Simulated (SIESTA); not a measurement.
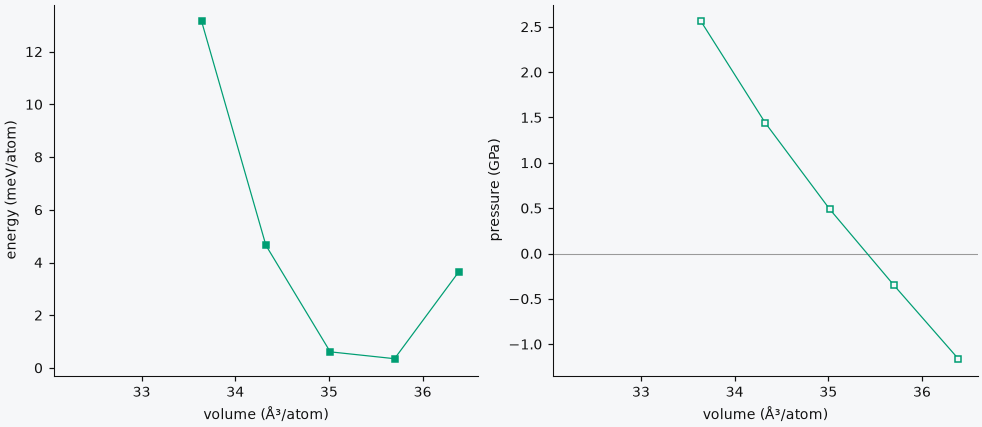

The picture above shows the energy and pressure against volume for Bi, space group P2_1/m (No. 11).

Cell as given: a = 4.658 Å, b = 4.526 Å, c = 6.521 Å, α = 90.00°, β = 93.04°, γ = 90.00°; 4 atoms.

Method: DFT in numerical atomic orbitals with pseudopotentials, no spin polarisation; energies at scaled volumes of the given cell, shape and fractions fixed, counted from the fit's minimum, third-order Birch-Murnaghan fit (SIESTA 5.4.2). Level: PBE.

```tsv
setting	value
k mesh	6×6×4
occupations	Fermi–Dirac
smearing width	0.05 eV
potentials	PseudoDojo 0.4 standard, converted to PSML, two zetas on semicore shells
program settings	basis DZP, mesh cutoff 500 Ry
```

The points at volume 32.27 Å³/atom and 32.95 Å³/atom are left out of the plot. What values does the calculation give there?

| volume (Å³/atom) | energy (meV/atom) | pressure (GPa) |
| --- | --- | --- |
| 32.27 | 45.46 | 5.14 |
| 32.95 | 26.58 | 3.74 |

Limits of the calculation: mulliken charges of long orbitals; spin-orbit coupling left out, heavy elements; shape and atomic fractions are frozen while scaling, which makes layered, chain and framework solids too stiff.
